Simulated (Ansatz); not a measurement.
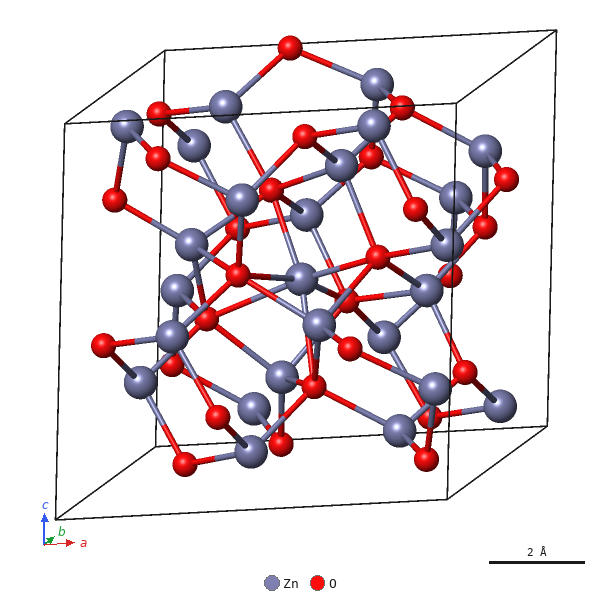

The crystal in a ball-and-stick representation, seen slightly off an axis. The parallelepiped is the supercell. The host is ZnO, in a cell of 48 sites, and the cell carries a charge of +2.

> Where does the cell differ from the host, and how?

An interstitial zinc atom. It is bonded to six O in a distorted octahedral arrangement at about 2.0 to 2.4 Å. Not all metal-metal contacts are counted.

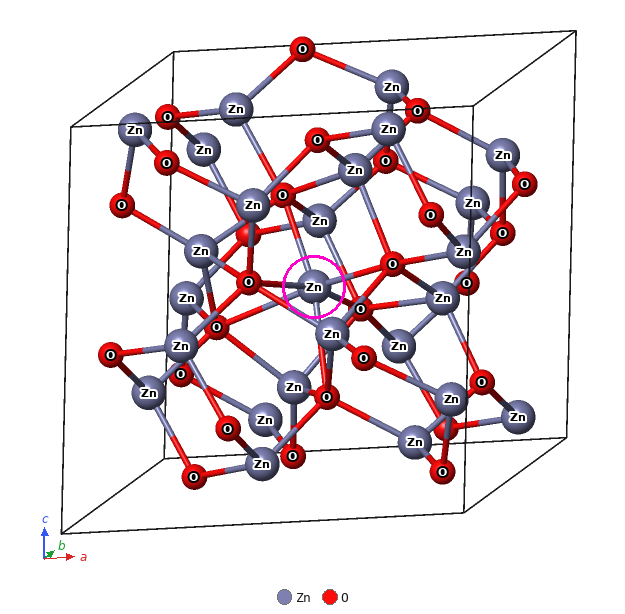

The same cell with a ring at the defect's site.

The atoms were relaxed in the host's cell with DFT PBE, scalar-relativistic, plane waves, PAW (Ansatz 0.2.0).
